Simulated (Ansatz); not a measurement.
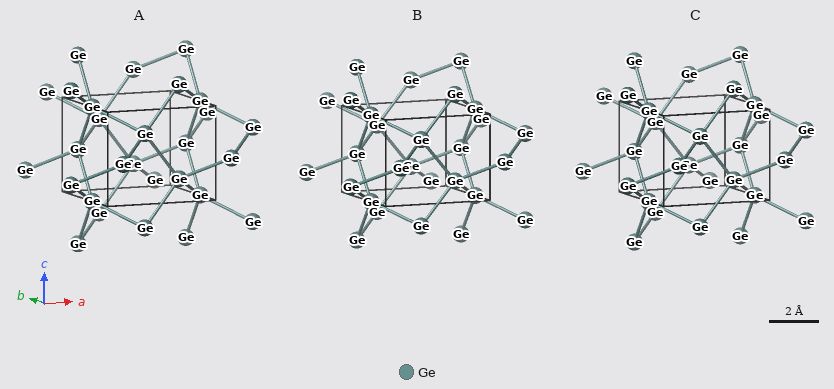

3 geometries from one relaxation of a crystal of Ge (a generated structure, set up in P4_122) (coarse preliminary run), in shuffled order. The picture is a ball-and-stick view of the cell of the calculation, seen slightly off an axis.

Theory: DFT PBE, scalar-relativistic, plane waves, PAW (Ansatz). Set-up: plane-wave cutoff 420 eV; k-point mesh 4 × 4 × 6; occupations gaussian; smearing width 0.1 eV; no spin polarisation; cell and atoms relaxed; force threshold 0.04 eV/Å; at most 70 steps.

Question: Put them in the order of the run, from the start to the converged end.

Answer: B, C, A. They are steps 0, 1, 6, at +147 meV per atom, +31.9 meV per atom relative to the last. The largest moves relative to the cell, 0.017 Å, are those of Ge atoms. The volume changes by +17.2 %, with a = b 4.708 → 4.879 Å (+3.6 %), c 3.635 → 3.966 Å (+9.1 %). Some distances before and after: Ge–Ge 2.370 → 2.512 Å, Ge–Ge 2.430 → 2.560 Å. Among the angles between lasting bonds that change: Ge–Ge–Ge 100.2° → 104.3°, Ge–Ge–Ge 97.7° → 95.4°. The space group stays P4_122 (No. 91). Over 4 accepted moves (6 points after the start) the energy falls by 147 meV per atom. The largest force component goes from 0.014 to 0.0071 eV/Å. The pressure goes from 13.63 to 0.03 GPa. The SCF was repeated twice at an unchanged geometry on a basis and grid sized afresh for the cell, which shifted the energy by 1.7 meV per atom at most. Cost: 48 s on 1 thread of Arm Neoverse V1, on a shared host, peak memory 0.34 GiB.
